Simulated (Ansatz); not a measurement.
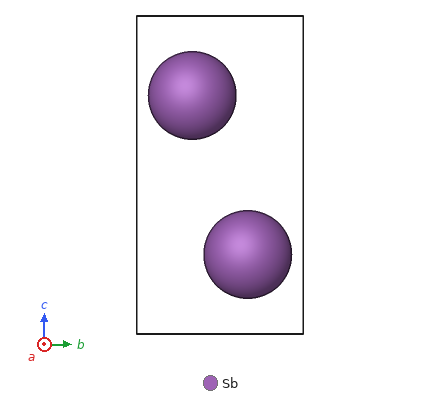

Sb (P6_3/mmc, No. 194): a calculation's starting geometry; the starting structure was generated, so it need not be a known form of this composition.

```cif
data_structure
_symmetry_space_group_name_H-M 'P 1'
_symmetry_Int_Tables_number 1
_cell_length_a 3.3151
_cell_length_b 3.3151
_cell_length_c 5.4818
_cell_angle_alpha 90.000
_cell_angle_beta 90.000
_cell_angle_gamma 120.000
_cell_volume 52.17
loop_
_atom_site_label
_atom_site_type_symbol
_atom_site_fract_x
_atom_site_fract_y
_atom_site_fract_z
_atom_site_occupancy
Sb1 Sb 0.33333 0.66667 0.25000 1
Sb2 Sb 0.66667 0.33333 0.75000 1
```

What will a projected-potential map along [100] show? Computed as the sum of neutral-atom potentials (tabulated electron scattering factors, B = 0.3 Å²) projected along the beam and smoothed by 0.25 Å; brighter is more positive.

Answer. The columns repeat on a rectangular net of 2.87 × 5.48 Å (plane group p2mg). All columns are alike (Sb). The shortest distance between visible columns is 2.87 Å in projection. Along the beam the structure repeats every 3.32 Å.

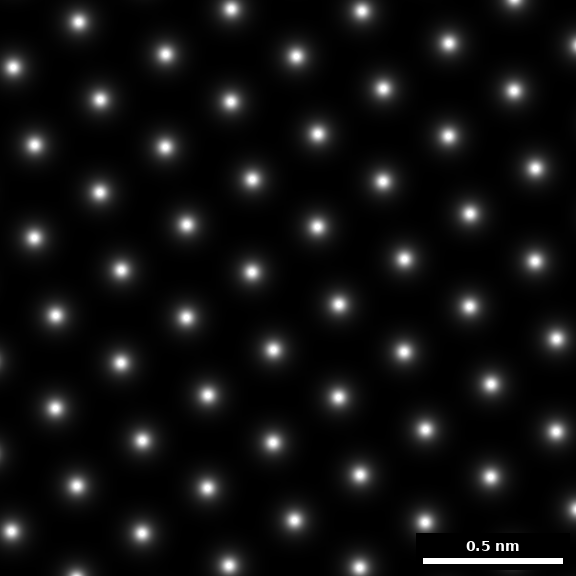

The simulated image.
